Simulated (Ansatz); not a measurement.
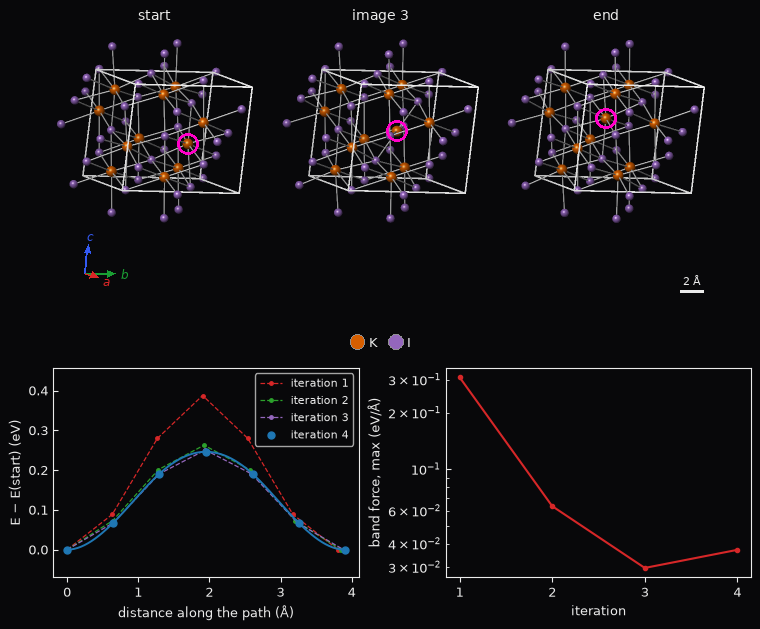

A nudged-elastic-band calculation for a defect cell of composition K11I12 (cell charge −1) with a K vacancy (23 atoms in the cell). Images are numbered from 0 (start) to 6 (end). The plot follows the band through its iterations. A ball-and-stick model of the reduced simulation cell (origin moved), seen slightly off an axis. The moving atom is ringed, with any periodic copies. Lengths and directions refer to the drawn axes. Bonds to atoms that aren't drawn are left out.

Computed with DFT PBE, scalar-relativistic, plane waves, PAW in Ansatz. Set-up: plane-wave cutoff 420 eV; k-point mesh 2 × 2 × 2; Gaussian smearing 0.05 eV; 5 movable images; climbing image; force threshold 0.05 eV/Å; iteration limit 60.

Question: Did the band converge, and can the barrier be trusted?

Answer: The run is converged, with reservations. The band converged in 4 iterations. The largest component of the band force went from 0.31 to 0.037 eV/Å. The climbing image converged on the top of the path. Its curvatures weren't checked. The first iteration put the highest image at 0.388 eV. The two ends have the same energy, and the highest point, image 3, lies 0.246 eV above the start.

Limits of the set-up: the cell is charged, on a uniform background, and energies carry no finite-size correction.

Cost: 8.7 min on 4 threads of Arm Neoverse V1 (shared host), peak memory 6.5 GiB.
